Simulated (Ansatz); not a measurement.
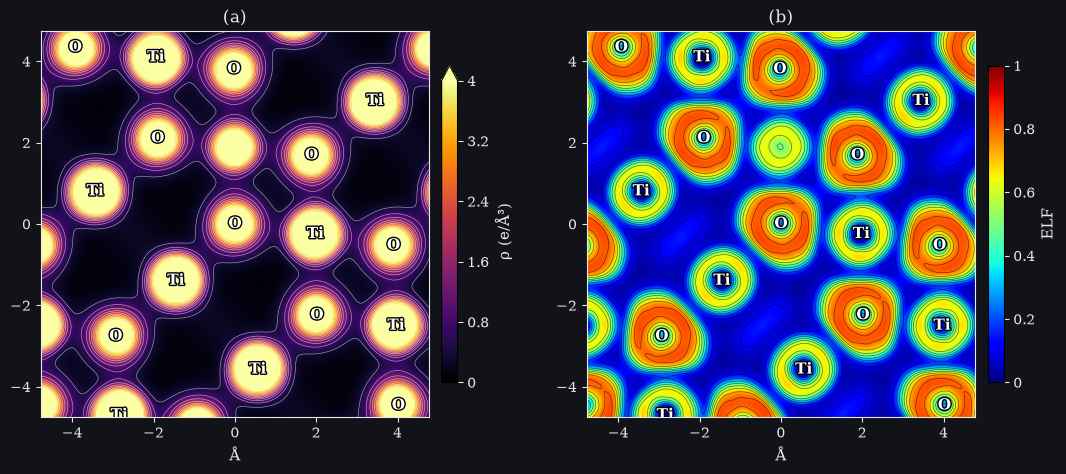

The picture shows: Ti16O31 (cell with a defect). (a) valence pseudo-density; (b) ELF on the (011̄) plane of the calculation cell.

Computed without spin polarisation.

The calculation used DFT PBE, scalar-relativistic, plane waves, PAW in Ansatz 0.2.0.

Q: What does the map show?

A:
- Atoms in the plane: Ti and O.
- Atoms just off the plane (Ti, 0.4 Å away) can leave unmarked features too.
- Ti–O (1.94 Å): ρ is about 0.75 e/Å³ halfway; the ELF peaks at about 0.80 in the valence shell of O, 0.6 Å from its nucleus, and is about 0.20 at the midpoint: no shared electron pair shows on this line.
- Ti–O (1.96 Å): ρ is about 0.7 e/Å³ halfway; the ELF peaks at about 0.85 in the valence shell of O, 0.6 Å from its nucleus, and is about 0.20 at the midpoint: no shared electron pair shows on this line.
- Ti–O (2.00 Å): the density is about 0.63 e/Å³ at the midpoint; the ELF peaks at about 0.85 in the valence shell of O, 0.6 Å from its nucleus, and is about 0.20 at the midpoint (no shared electron pair shows on this line).
- Ti–O (2.02 Å): the density is about 0.6 e/Å³ at the midpoint; the ELF peaks at about 0.85 in the valence shell of O, 0.6 Å from its nucleus, and is about 0.20 at the midpoint (no shared electron pair shows on this line).
- Between the atoms the lowest density in this plane is 0.06 e/Å³.
- The features right at Ti lie inside the PAW spheres, where the map follows smoothed inner orbitals and isn't to be read closely.

Q: Metal or insulator at this level of theory?

A: It is metallic or semimetallic at this level of theory: no gap opens.
